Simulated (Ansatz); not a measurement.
Here is a crystal structure:

```
Hf N
1.0
     3.14430    0.00000    0.00000
    -1.57215    2.72304    0.00000
     0.00000    0.00000    5.42524
Hf N
2 2
Direct
  0.66667 0.33333 0.75000
  0.33333 0.66667 0.25000
  0.00000 0.00000 0.00000
  0.00000 0.00000 0.50000
```

### What does this file describe?

The material is HfN. It belongs to space group P6_3/mmc (No. 194) and has a primitive hexagonal lattice. The structure type is anti-NiAs type. In the cell are 2 Hf, 2 N, which makes 2 formula units.

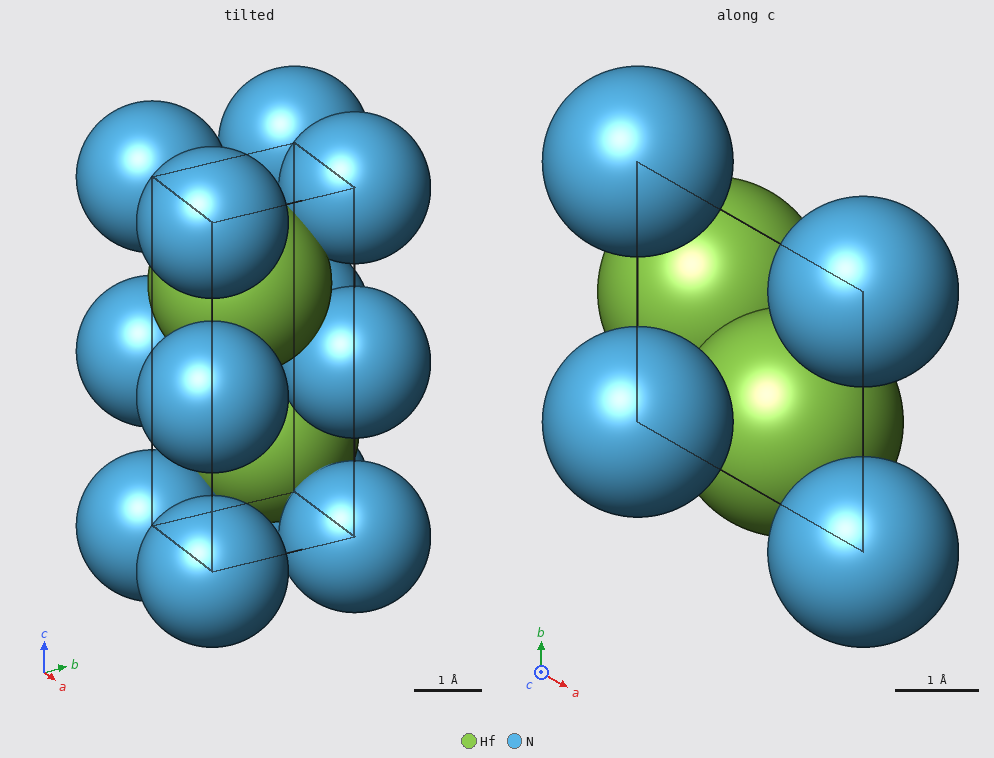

The figure gives a space-filling picture of the atoms, viewed slightly off an axis and along the c axis. One conventional unit cell is framed, with atoms on its boundary repeated. Colours: hafnium green, nitrogen blue.

Origin of the cell: a structure listed in the Materials Project. Earlier steps of the study, as a rule a relaxation of our own, may have changed the cell and positions, so they can lie some per cent off the listed ones. An electronic-structure calculation with Ansatz was run on it.
